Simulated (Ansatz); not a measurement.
The Ansatz input:

```
crystal:
  lattice:
    - [3.7313145347, 0.0, 0.0]
    - [-1.8656572674, 3.2314131766, 0.0]
    - [0.0, 0.0, 5.8117430058]
  atoms:
    - { symbol: Zr, position: [0.0, 0.0, 0.0] }
    - { symbol: S, position: [0.6666666667, 0.3333333333, 0.7564053992] }
    - { symbol: S, position: [0.3333333333, 0.6666666667, 0.2435946008] }
kpoints:
  mp_grid: { grid: [6, 6, 4] }
  band_path:
    path:
      - [0.0, 0.0, 0.0]
      - [0.5, 0.0, 0.0]
      - [0.3333333333, 0.3333333333, 0.0]
      - [0.0, 0.0, 0.5]
      - [0.5, 0.0, 0.5]
      - [0.3333333333, 0.3333333333, 0.5]
      - [-0.072917, 0.036458, 0.0]
      - [0.0, 0.5, 0.5]
    npoints: 1
hamiltonian:
  xc: hse06
scf:
  occupations: { method: fixed }
  n_extra_bands: 4
output:
  forces: true
  stress: true
  eigenvalues: true
```

Run as:
```bash
ansatz run input.yaml --threads 4 --pin off --max-ram 5529MiB --backend cpu --events-out ev --progress --plain --runs-dir out
```

Predict the main features of the density of states.

There is a gap; over the k points computed it is 1.75 eV (indirect; the smallest direct gap is 2.27 eV). The upper group of valence states starts about 5.0 eV under the valence-band top (which lies at −0.9 eV on this axis), with a gap beneath it; it holds about 12 electrons a cell.

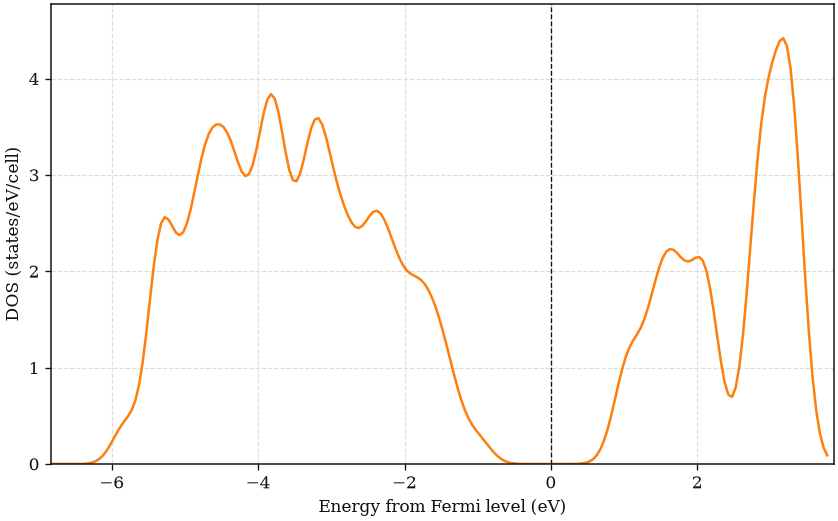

Density of states. Energies are counted from the Fermi level, put mid-gap where there is a gap. The curve is built from the levels of the k mesh with Gaussians 0.4 eV wide, which also blur the band edges.
